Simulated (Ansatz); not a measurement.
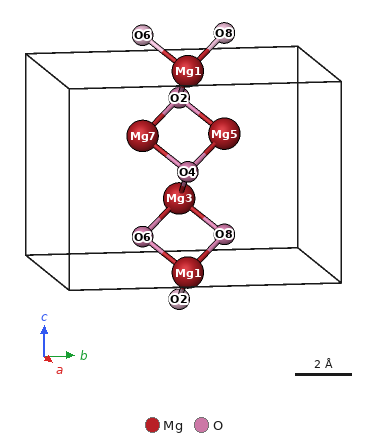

*The structure as given in the input (ball-and-stick view of the cell of the calculation, with the vacuum cut short, seen slightly off an axis; neighbours outside the cell are drawn fainter; atoms are numbered from 1 in the order of the input). An atom can appear more than once, as a periodic image.*

## Geometry relaxation of MgO (part 1 of 3)

System: MgO (8 atoms in the cell).
Method: DFT PBE, scalar-relativistic, plane waves, PAW, no spin polarisation (Ansatz 0.2.0).

The structure derives from an entry of the Crystallography Open Database. It belongs to a series of runs on one base structure; here: wire along [1 1 1], 8 atoms a period. Figures and captions count atoms from 1; the log counts them from 0 in places.

**Log**
```
Engine: ansatz 0.2.0, aarch64-unknown-linux-gnu
Pseudopotentials: kind: paw
Pseudopotential: Mg, paw, valence charge 10, recommended cutoff 420 eV (normal), Mg.paw.azcp
Pseudopotential: O, paw, valence charge 6, recommended cutoff 420 eV (normal), O.paw.azcp
Functional definition: PBE
  parameter kappa = 0.804
  parameter beta = 0.06672455060314922
  exchange = pbe_x(kappa = kappa, mu = beta*pi^2/3)
  correlation = pbe_c(beta = beta)
Crystal: 8 atoms, lattice volume = 969.654 Å³
Basis set: ecut = 420 eV, 18935 PW (Γ), exchange–correlation on 144×180×100 points (8 copies of the dense FFT grid, shifted against one another)
Bands: 40, of which v1, the nominal top of the filled ones, is band 32 counted from 1 (31 counted from 0)
Symmetry: 4 space group operations
Space group: P2/m (ITA 10), of the structure as read, at distance tolerance 9.9e-5 Å
k-points: 3 of 5
Non-local potential: Mg, projectors of the file, l = 0: 3, l = 1: 2, l = 2: 1
Non-local potential: O, projectors of the file, l = 0: 2, l = 1: 2, l = 2: 1
PAW form: soft (Blöchl's): semilocal exchange-correlation on the pseudo side does not see the compensation charge
PAW one-centre angular grid: Mg, 110 points (default); XC on 64 Gauss nodes
PAW one-centre angular grid: O, 110 points (default); XC on 64 Gauss nodes
Initial density: superposition of atomic densities (neutral atoms: chi_scale 0, normalization atom), corrected by the library's trained network
Initial wavefunctions: pseudopotential atomic-orbital guess
Functional: x = pbe(κ = 0.804, μ = 0.2195149727645171), c = pbe(β = 0.06672455060314922)
SCF iter   1: F=—  HF=-9959.549453 eV  |F-HF|=—  |Δ(HF+E_count)|=         —  Δρ=1.37e-2  dr2=2.47e0  ethr=1.77e-3  ⟨swp⟩=11.3  Hψ=631  notcnv=0
preconditioner: auto → LDOS  [insulator: Δε(μ)=0.309 eV  Ē_g=4.065 eV  σ=0.050 eV  W_gap=0.50  n_scr=74 (ndim 8)  ℏωp=5.8 eV  f_vac=0.766  D(μ)=31.19/eV (n_scr^D=228)  ε∞_Penn≈3.1  β→1.0]
SCF iter   2: F=—  HF=-9959.257995 eV  |F-HF|=—  |Δ(HF+E_count)|=   2.91e-1  Δρ=9.85e-3  dr2=1.23e0  ethr=1.77e-3  ⟨swp⟩=2.7  Hψ=160  notcnv=0  defer=8
SCF iter   3: F=—  HF=-9959.431920 eV  |F-HF|=—  |Δ(HF+E_count)|=   1.74e-1  Δρ=1.11e-2  dr2=1.02e0  ethr=1.77e-3  ⟨swp⟩=2.0  Hψ=126  notcnv=0  defer=8
SCF iter   4: F=—  HF=-9959.380240 eV  |F-HF|=—  |Δ(HF+E_count)|=   5.17e-2  Δρ=7.02e-3  dr2=2.64e-1  ethr=1.59e-3  ⟨swp⟩=2.0  Hψ=135  notcnv=0  defer=9
SCF iter   5: F=—  HF=-9959.372528 eV  |F-HF|=—  |Δ(HF+E_count)|=   7.71e-3  Δρ=2.86e-3  dr2=8.76e-2  ethr=4.12e-4  ⟨swp⟩=2.0  Hψ=135  notcnv=0  defer=9
SCF iter   6: F=—  HF=-9959.414257 eV  |F-HF|=—  |Δ(HF+E_count)|=   4.17e-2  Δρ=2.67e-3  dr2=3.62e-2  ethr=1.37e-4  ⟨swp⟩=2.0  Hψ=139  notcnv=0  defer=9
SCF iter   7: F=—  HF=-9959.412229 eV  |F-HF|=—  |Δ(HF+E_count)|=   2.03e-3  Δρ=5.75e-4  dr2=3.40e-3  ethr=5.66e-5  ⟨swp⟩=2.0  Hψ=125  notcnv=0  defer=9
SCF iter   8: F=—  HF=-9959.414475 eV  |F-HF|=—  |Δ(HF+E_count)|=   2.25e-3  Δρ=1.72e-4  dr2=2.26e-4  ethr=5.31e-6  ⟨swp⟩=2.0  Hψ=155  notcnv=0  defer=9
SCF iter   9: F=—  HF=-9959.414531 eV  |F-HF|=—  |Δ(HF+E_count)|=   5.53e-5  Δρ=1.52e-4  dr2=7.63e-5  ethr=3.53e-7  ⟨swp⟩=2.0  Hψ=140  notcnv=0  defer=9
SCF iter  10: F=—  HF=-9959.414553 eV  |F-HF|=—  |Δ(HF+E_count)|=   2.28e-5  Δρ=8.63e-5  dr2=2.68e-5  ethr=1.19e-7  ⟨swp⟩=1.3  Hψ=112  notcnv=0  defer=9
SCF iter  11: F=—  HF=-9959.414555 eV  |F-HF|=—  |Δ(HF+E_count)|=   1.21e-6  Δρ=4.13e-5  dr2=6.02e-6  ethr=4.19e-8  ⟨swp⟩=1.0  Hψ=111  notcnv=0  defer=9
SCF iter  12: F=—  HF=-9959.414555 eV  |F-HF|=—  |Δ(HF+E_count)|=   4.83e-7  Δρ=4.42e-6  dr2=1.13e-7  ethr=9.41e-9  ⟨swp⟩=1.3  Hψ=115  notcnv=0  defer=9
SCF iter  13: F=-9959.414555 eV  HF=-9959.414555 eV  |F-HF|=2.60e-9  |Δ(HF+E_count)|=   1.34e-7  Δρ=1.51e-6  dr2=1.15e-8  ethr=1.56e-10  ⟨swp⟩=20.7  Hψ=881  notcnv=0
SCF 1 converged in 13 iterations: F = -9959.414555 eV  dr2 = 1.15e-8
  greatest PAW one-centre occupation: 1.000 electrons in one spin orbital (limit 2), on the Mg atom at site 2 (counted from 0), in its partial waves of l = 0
relax step   1: F+E_penalty+E_count = -9959.41455516 eV  Δ(F+E_penalty+E_count) = +0.000e0 eV  max|allowed force component| = 3.072e0 eV/Å  Δτ_max = 0.0000 Å  P = -1.524 GPa  Ω = 969.654 Å³  fix = [a, b, alpha, beta, gamma]  reactions: a -1.482, b -1.572 GPa; beta -1.190 GPa/rad  (13 SCF iters, dr2 threshold 1.00e-7 eV, accepted)
Crystal: 8 atoms, lattice volume = 967.826 Å³
Basis set: ecut = 420 eV, 18863 PW (Γ), exchange–correlation on 144×180×100 points (8 copies of the dense FFT grid, shifted against one another)
Initial density: handed on by an earlier stage of this run
Initial wavefunctions: those handed on with the density
iter 1 solved again at ethr=2.75e-3 eV; its pass at ethr=3.10e-3 eV (dr2=1.76e0 eV) is discarded
SCF iter   1: F=—  HF=-9961.418474 eV  |F-HF|=—  |Δ(HF+E_count)|=         —  Δρ=1.09e-2  dr2=1.76e0  ethr=2.75e-3  ⟨swp⟩=1.3  Hψ=545  notcnv=0
preconditioner: auto → Resta (q_TF=auto, 1.735 Å⁻¹)  ε∞=2.6  [insulator: Δε(μ)=0.455 eV  Ē_g=4.691 eV  σ=0.050 eV  W_gap=1.00  n_scr=74 (ndim 8)  ℏωp=5.8 eV  f_vac=0.781  D(μ)=0.00/eV (n_scr^D=0)  ε∞_Penn≈2.6  vacuum switching on, ρ_ref=1.6e-3 e/Å³]
SCF iter   2: F=—  HF=-9962.332882 eV  |F-HF|=—  |Δ(HF+E_count)|=   9.14e-1  Δρ=3.14e-2  dr2=1.50e1  ethr=2.75e-3  ⟨swp⟩=3.3  Hψ=210  notcnv=0  recentre
preconditioner: auto → LDOS  [insulator: Δε(μ)=0.156 eV  Ē_g=4.054 eV  σ=0.050 eV  W_gap=0.56  n_scr=74 (ndim 8)  ℏωp=5.8 eV  f_vac=0.781  D(μ)=21.78/eV (n_scr^D=128)  ε∞_Penn≈3.1  β→1.0]
SCF iter   3: F=—  HF=-9961.256665 eV  |F-HF|=—  |Δ(HF+E_count)|=    1.08e0  Δρ=6.30e-3  dr2=6.16e-1  ethr=2.75e-3  ⟨swp⟩=3.0  Hψ=204  notcnv=0  defer=9
SCF iter   4: F=—  HF=-9961.218424 eV  |F-HF|=—  |Δ(HF+E_count)|=   3.82e-2  Δρ=5.00e-3  dr2=3.18e-1  ethr=9.62e-4  ⟨swp⟩=2.0  Hψ=150  notcnv=0  defer=9
SCF iter   5: F=—  HF=-9961.208507 eV  |F-HF|=—  |Δ(HF+E_count)|=   9.92e-3  Δρ=3.12e-3  dr2=1.48e-1  ethr=4.97e-4  ⟨swp⟩=1.0  Hψ=111  notcnv=0  defer=9
SCF iter   6: F=—  HF=-9961.203757 eV  |F-HF|=—  |Δ(HF+E_count)|=   4.75e-3  Δρ=7.04e-4  dr2=3.75e-3  ethr=2.31e-4  ⟨swp⟩=1.0  Hψ=111  notcnv=0  defer=9
SCF iter   7: F=—  HF=-9961.204459 eV  |F-HF|=—  |Δ(HF+E_count)|=   7.02e-4  Δρ=1.20e-3  dr2=2.10e-2  ethr=5.86e-6  ⟨swp⟩=1.7  Hψ=128  notcnv=0  defer=9
SCF iter   8: F=—  HF=-9961.203887 eV  |F-HF|=—  |Δ(HF+E_count)|=   5.72e-4  Δρ=3.90e-4  dr2=2.17e-3  ethr=5.86e-6  ⟨swp⟩=1.0  Hψ=111  notcnv=0  defer=9
SCF iter   9: F=—  HF=-9961.203835 eV  |F-HF|=—  |Δ(HF+E_count)|=   5.15e-5  Δρ=9.64e-5  dr2=1.30e-4  ethr=3.38e-6  ⟨swp⟩=1.0  Hψ=111  notcnv=0  defer=9
SCF iter  10: F=—  HF=-9961.203959 eV  |F-HF|=—  |Δ(HF+E_count)|=   1.24e-4  Δρ=2.89e-5  dr2=1.06e-5  ethr=2.02e-7  ⟨swp⟩=1.0  Hψ=111  notcnv=0  defer=9
SCF iter  11: F=-9961.203959 eV  HF=-9961.203959 eV  |F-HF|=9.10e-9  |Δ(HF+E_count)|=   7.27e-8  Δρ=3.62e-6  dr2=1.96e-7  ethr=1.25e-9  ⟨swp⟩=17.0  Hψ=912  notcnv=0
SCF 2 converged in 11 iterations: F = -9961.203959 eV  dr2 = 1.96e-7
relax step   2: F+E_penalty+E_count = -9961.20395858 eV  Δ(F+E_penalty+E_count) = -1.789e0 eV  max|allowed force component| = 2.197e0 eV/Å  Δτ_max = 0.1947 Å  P = -1.041 GPa  Ω = 967.826 Å³  energy of the carried Pulay correction = +5.689e-4 eV  fix = [a, b, alpha, beta, gamma]  reactions: a -0.954, b -1.369 GPa; beta -0.557 GPa/rad  (11 SCF iters, dr2 threshold 8.00e-7 eV, accepted)
[... from here on the SCF iterations and repeated set-up lines of each step are left out, up to the last step ...]
SCF 3 converged in 10 iterations: F = -9962.187032 eV  dr2 = 6.25e-7
relax step   3: F+E_penalty+E_count = -9962.18703191 eV  Δ(F+E_penalty+E_count) = -9.831e-1 eV  max|allowed force component| = 1.026e0 eV/Å  Δτ_max = 0.1941 Å  P = +0.570 GPa  Ω = 968.027 Å³  energy of the carried Pulay correction = +5.064e-4 eV  fix = [a, b, alpha, beta, gamma]  reactions: a -0.094, b +0.612 GPa; beta +0.307 GPa/rad  (10 SCF iters, dr2 threshold 8.00e-7 eV, accepted)
SCF 4 converged in 11 iterations: F = -9962.652116 eV  dr2 = 4.61e-7
relax step   4: F+E_penalty+E_count = -9962.65211596 eV  Δ(F+E_penalty+E_count) = -4.651e-1 eV  max|allowed force component| = 5.852e-1 eV/Å  Δτ_max = 0.1165 Å  P = +0.188 GPa  Ω = 1012.439 Å³  energy of the carried Pulay correction = -1.302e-2 eV  fix = [a, b, alpha, beta, gamma]  reactions: a -0.158, b -0.151 GPa; beta +0.078 GPa/rad  (11 SCF iters, dr2 threshold 8.00e-7 eV, accepted)
SCF 5 converged in 12 iterations: F = -9963.088599 eV  dr2 = 1.27e-8
relax step   5: F+E_penalty+E_count = -9963.08859872 eV  Δ(F+E_penalty+E_count) = -4.365e-1 eV  max|allowed force component| = 1.050e0 eV/Å  Δτ_max = 0.1911 Å  P = +0.238 GPa  Ω = 1057.968 Å³  energy of the carried Pulay correction = -2.626e-2 eV  fix = [a, b, alpha, beta, gamma]  reactions: a -0.056, b -0.123 GPa; beta -0.155 GPa/rad  (12 SCF iters, dr2 threshold 8.00e-7 eV, accepted)
SCF 6 converged in 15 iterations: F = -9963.452219 eV  dr2 = 6.02e-8
relax step   6: F+E_penalty+E_count = -9963.45221872 eV  Δ(F+E_penalty+E_count) = -3.636e-1 eV  max|allowed force component| = 9.533e-1 eV/Å  Δτ_max = 0.2000 Å  P = +0.080 GPa  Ω = 1098.302 Å³  energy of the carried Pulay correction = -3.752e-2 eV  fix = [a, b, alpha, beta, gamma]  reactions: a -0.102, b -0.127 GPa; beta -0.189 GPa/rad  (15 SCF iters, dr2 threshold 8.00e-7 eV, accepted)
SCF 7 converged in 20 iterations: F = -9963.721215 eV  dr2 = 6.36e-7
relax step   7: F+E_penalty+E_count = -9963.72121514 eV  Δ(F+E_penalty+E_count) = -2.690e-1 eV  max|allowed force component| = 9.089e-1 eV/Å  Δτ_max = 0.1991 Å  P = -0.194 GPa  Ω = 1133.637 Å³  energy of the carried Pulay correction = -4.702e-2 eV  fix = [a, b, alpha, beta, gamma]  reactions: a -0.072, b -0.246 GPa; beta +0.158 GPa/rad  (20 SCF iters, dr2 threshold 8.00e-7 eV, accepted)
SCF 8 converged in 14 iterations: F = -9963.945553 eV  dr2 = 2.09e-7
relax step   8: F+E_penalty+E_count = -9963.94555265 eV  Δ(F+E_penalty+E_count) = -2.243e-1 eV  max|allowed force component| = 4.054e-1 eV/Å  Δτ_max = 0.2000 Å  P = -0.160 GPa  Ω = 1118.606 Å³  energy of the carried Pulay correction = -4.302e-2 eV  fix = [a, b, alpha, beta, gamma]  reactions: a -0.038, b -0.153 GPa; beta +0.085 GPa/rad  (14 SCF iters, dr2 threshold 8.00e-7 eV, accepted)
SCF 9 converged in 11 iterations: F = -9964.098159 eV  dr2 = 7.23e-7
relax step   9: F+E_penalty+E_count = -9964.09815882 eV  Δ(F+E_penalty+E_count) = -1.526e-1 eV  max|allowed force component| = 4.392e-1 eV/Å  Δτ_max = 0.1968 Å  P = -0.279 GPa  Ω = 1104.894 Å³  energy of the carried Pulay correction = -3.931e-2 eV  fix = [a, b, alpha, beta, gamma]  reactions: a -0.078, b -0.192 GPa; beta +0.062 GPa/rad  (11 SCF iters, dr2 threshold 8.00e-7 eV, accepted)
SCF 10 converged in 13 iterations: F = -9964.322094 eV  dr2 = 2.21e-7
relax step  10: F+E_penalty+E_count = -9964.32209424 eV  Δ(F+E_penalty+E_count) = -2.239e-1 eV  max|allowed force component| = 3.032e-1 eV/Å  Δτ_max = 0.1779 Å  P = -0.212 GPa  Ω = 1056.412 Å³  energy of the carried Pulay correction = -2.582e-2 eV  fix = [a, b, alpha, beta, gamma]  reactions: a -0.056, b -0.056 GPa; beta +0.006 GPa/rad  (13 SCF iters, dr2 threshold 8.00e-7 eV, accepted)
SCF 11 converged in 11 iterations: F = -9964.534865 eV  dr2 = 2.95e-8
relax step  11: F+E_penalty+E_count = -9964.53486529 eV  Δ(F+E_penalty+E_count) = -2.128e-1 eV  max|allowed force component| = 4.173e-1 eV/Å  Δτ_max = 0.1121 Å  P = -0.236 GPa  Ω = 1009.166 Å³  energy of the carried Pulay correction = -1.204e-2 eV  fix = [a, b, alpha, beta, gamma]  reactions: a -0.070, b -0.030 GPa; beta -0.031 GPa/rad  (11 SCF iters, dr2 threshold 8.00e-7 eV, accepted)
SCF 12 converged in 10 iterations: F = -9964.776029 eV  dr2 = 3.33e-11
relax step  12: F+E_penalty+E_count = -9964.77602872 eV  Δ(F+E_penalty+E_count) = -2.412e-1 eV  max|allowed force component| = 6.108e-1 eV/Å  Δτ_max = 0.0975 Å  P = -0.313 GPa  Ω = 961.949 Å³  energy of the carried Pulay correction = +2.405e-3 eV  fix = [a, b, alpha, beta, gamma]  reactions: a -0.116, b -0.111 GPa; beta -0.088 GPa/rad  (10 SCF iters, dr2 threshold 8.00e-7 eV, accepted)
SCF 13 converged in 8 iterations: F = -9965.043848 eV  dr2 = 8.21e-9
relax step  13: F+E_penalty+E_count = -9965.04384773 eV  Δ(F+E_penalty+E_count) = -2.678e-1 eV  max|allowed force component| = 8.098e-1 eV/Å  Δτ_max = 0.0878 Å  P = -0.358 GPa  Ω = 914.751 Å³  energy of the carried Pulay correction = +1.757e-2 eV  fix = [a, b, alpha, beta, gamma]  reactions: a -0.163, b -0.147 GPa; beta -0.143 GPa/rad  (8 SCF iters, dr2 threshold 8.00e-7 eV, accepted)
SCF 14 converged in 10 iterations: F = -9965.352796 eV  dr2 = 2.87e-11
relax step  14: F+E_penalty+E_count = -9965.35279558 eV  Δ(F+E_penalty+E_count) = -3.089e-1 eV  max|allowed force component| = 1.048e0 eV/Å  Δτ_max = 0.0851 Å  P = -0.443 GPa  Ω = 867.552 Å³  energy of the carried Pulay correction = +3.351e-2 eV  fix = [a, b, alpha, beta, gamma]  reactions: a -0.271, b -0.198 GPa; beta -0.178 GPa/rad  (10 SCF iters, dr2 threshold 8.00e-7 eV, accepted)
SCF 15 converged in 7 iterations: F = -9965.720173 eV  dr2 = 2.54e-7
relax step  15: F+E_penalty+E_count = -9965.72017290 eV  Δ(F+E_penalty+E_count) = -3.674e-1 eV  max|allowed force component| = 1.365e0 eV/Å  Δτ_max = 0.0701 Å  P = -0.395 GPa  Ω = 820.355 Å³  energy of the carried Pulay correction = +5.030e-2 eV  fix = [a, b, alpha, beta, gamma]  reactions: a -0.220, b -0.159 GPa; beta -0.276 GPa/rad  (7 SCF iters, dr2 threshold 8.00e-7 eV, accepted)
SCF 16 converged in 9 iterations: F = -9966.109657 eV  dr2 = 4.77e-10
relax step  16: F+E_penalty+E_count = -9966.10965689 eV  Δ(F+E_penalty+E_count) = -3.895e-1 eV  max|allowed force component| = 1.614e0 eV/Å  Δτ_max = 0.1410 Å  P = -0.802 GPa  Ω = 773.161 Å³  energy of the carried Pulay correction = +6.800e-2 eV  fix = [a, b, alpha, beta, gamma]  reactions: a -0.812, b -0.370 GPa; beta -0.172 GPa/rad  (9 SCF iters, dr2 threshold 8.00e-7 eV, accepted)
SCF 17 converged in 7 iterations: F = -9966.681615 eV  dr2 = 2.66e-7
relax step  17: F+E_penalty+E_count = -9966.68161485 eV  Δ(F+E_penalty+E_count) = -5.720e-1 eV  max|allowed force component| = 1.466e0 eV/Å  Δτ_max = 0.1227 Å  P = +0.148 GPa  Ω = 725.862 Å³  energy of the carried Pulay correction = +8.673e-2 eV  fix = [a, b, alpha, beta, gamma]  reactions: a +0.715, b +0.524 GPa; beta -0.423 GPa/rad  (7 SCF iters, dr2 threshold 8.00e-7 eV, accepted)
SCF 18 converged in 10 iterations: F = -9967.721668 eV  dr2 = 9.15e-12
relax step  18: F+E_penalty+E_count = -9967.72166818 eV  Δ(F+E_penalty+E_count) = -1.040e0 eV  max|allowed force component| = 1.168e0 eV/Å  Δτ_max = 0.1641 Å  P = -0.620 GPa  Ω = 678.002 Å³  energy of the carried Pulay correction = +1.068e-1 eV  fix = [a, b, alpha, beta, gamma]  reactions: a +0.022, b +0.146 GPa; beta -0.050 GPa/rad  (10 SCF iters, dr2 threshold 8.00e-7 eV, accepted)
SCF 19 converged in 7 iterations: F = -9968.806382 eV  dr2 = 2.27e-7
relax step  19: F+E_penalty+E_count = -9968.80638193 eV  Δ(F+E_penalty+E_count) = -1.085e0 eV  max|allowed force component| = 1.365e0 eV/Å  Δτ_max = 0.1184 Å  P = -0.784 GPa  Ω = 630.446 Å³  energy of the carried Pulay correction = +1.279e-1 eV  fix = [a, b, alpha, beta, gamma]  reactions: a +0.114, b +0.243 GPa; beta +0.020 GPa/rad  (7 SCF iters, dr2 threshold 8.00e-7 eV, accepted)
SCF 20 converged in 7 iterations: F = -9970.088614 eV  dr2 = 1.36e-7
relax step  20: F+E_penalty+E_count = -9970.08861446 eV  Δ(F+E_penalty+E_count) = -1.282e0 eV  max|allowed force component| = 2.016e0 eV/Å  Δτ_max = 0.1188 Å  P = -0.698 GPa  Ω = 583.123 Å³  energy of the carried Pulay correction = +1.502e-1 eV  fix = [a, b, alpha, beta, gamma]  reactions: a +0.217, b +0.418 GPa; beta +0.062 GPa/rad  (7 SCF iters, dr2 threshold 8.00e-7 eV, accepted)
SCF 21 converged in 7 iterations: F = -9971.392974 eV  dr2 = 2.60e-7
relax step  21: F+E_penalty+E_count = -9971.39297427 eV  Δ(F+E_penalty+E_count) = -1.304e0 eV  max|allowed force component| = 2.590e0 eV/Å  Δτ_max = 0.1333 Å  P = -0.023 GPa  Ω = 535.776 Å³  energy of the carried Pulay correction = +1.738e-1 eV  fix = [a, b, alpha, beta, gamma]  reactions: a +0.380, b +0.685 GPa; beta +0.122 GPa/rad  (7 SCF iters, dr2 threshold 8.00e-7 eV, accepted)
SCF 22 converged in 7 iterations: F = -9972.106734 eV  dr2 = 3.48e-7
relax step  22: F+E_penalty+E_count = -9972.10673351 eV  Δ(F+E_penalty+E_count) = -7.138e-1 eV  max|allowed force component| = 4.405e-1 eV/Å  Δτ_max = 0.1946 Å  P = +0.650 GPa  Ω = 505.793 Å³  energy of the carried Pulay correction = +1.895e-1 eV  fix = [a, b, alpha, beta, gamma]  reactions: a +0.223, b +0.538 GPa; beta +0.291 GPa/rad  (7 SCF iters, dr2 threshold 8.00e-7 eV, accepted)
SCF 23 converged in 7 iterations: F = -9972.158983 eV  dr2 = 9.79e-8
relax step  23: F+E_penalty+E_count = -9972.15898336 eV  Δ(F+E_penalty+E_count) = -5.225e-2 eV  max|allowed force component| = 8.555e-2 eV/Å  Δτ_max = 0.0792 Å  P = +0.124 GPa  Ω = 510.960 Å³  energy of the carried Pulay correction = +1.868e-1 eV  fix = [a, b, alpha, beta, gamma]  reactions: a +0.124, b +0.133 GPa; beta -0.017 GPa/rad  (7 SCF iters, dr2 threshold 8.00e-7 eV, accepted)
SCF 24 converged in 6 iterations: F = -9972.159764 eV  dr2 = 2.00e-8
relax step  24: F+E_penalty+E_count = -9972.15976370 eV  Δ(F+E_penalty+E_count) = -7.803e-4 eV  max|allowed force component| = 2.120e-2 eV/Å  Δτ_max = 0.0076 Å  P = +0.037 GPa  Ω = 511.371 Å³  energy of the carried Pulay correction = +1.866e-1 eV  fix = [a, b, alpha, beta, gamma]  reactions: a +0.060, b +0.054 GPa; beta +0.004 GPa/rad  (6 SCF iters, dr2 threshold 4.57e-7 eV, accepted)
SCF 25 converged in 5 iterations: F = -9972.159851 eV  dr2 = 1.49e-8
relax step  25: F+E_penalty+E_count = -9972.15985142 eV  Δ(F+E_penalty+E_count) = -8.771e-5 eV  max|allowed force component| = 1.344e-3 eV/Å  Δτ_max = 0.0023 Å  P = +0.038 GPa  Ω = 511.335 Å³  energy of the carried Pulay correction = +1.866e-1 eV  fix = [a, b, alpha, beta, gamma]  reactions: a +0.058, b +0.055 GPa; beta -0.001 GPa/rad  (5 SCF iters, dr2 threshold 2.81e-8 eV, accepted)
SCF 26 converged in 8 iterations: F = -9972.141295 eV  dr2 = 7.57e-12
relax step  26: F+E_penalty+E_count = -9972.14129478 eV  Δ(F+E_penalty+E_count) = +1.856e-2 eV  max|allowed force component| = 2.388e-3 eV/Å  Δτ_max = 0.0000 Å  P = -0.025 GPa  Ω = 511.335 Å³  fix = [a, b, alpha, beta, gamma]  reactions: a +0.005, b -0.001 GPa; beta -0.001 GPa/rad  stress off target by 7.97e-2 GPa on what of the cell is left free  SCF on the basis re-selected at this cell (its energy is not comparable with the rows above)  (8 SCF iters)
SCF 27 converged in 5 iterations: F = -9972.141682 eV  dr2 = 3.55e-9
relax step  27: F+E_penalty+E_count = -9972.14168183 eV  Δ(F+E_penalty+E_count) = -3.871e-4 eV  max|allowed force component| = 1.077e-3 eV/Å  Δτ_max = 0.0007 Å  P = +0.003 GPa  Ω = 510.842 Å³  energy of the carried Pulay correction = +2.690e-4 eV  fix = [a, b, alpha, beta, gamma]  reactions: a +0.006, b +0.001 GPa; beta +0.001 GPa/rad  (5 SCF iters, dr2 threshold 1.59e-8 eV, accepted)
iter 1 solved again at ethr=2.40e-7 eV; its pass at ethr=3.10e-3 eV (dr2=1.54e-4 eV) is discarded
```
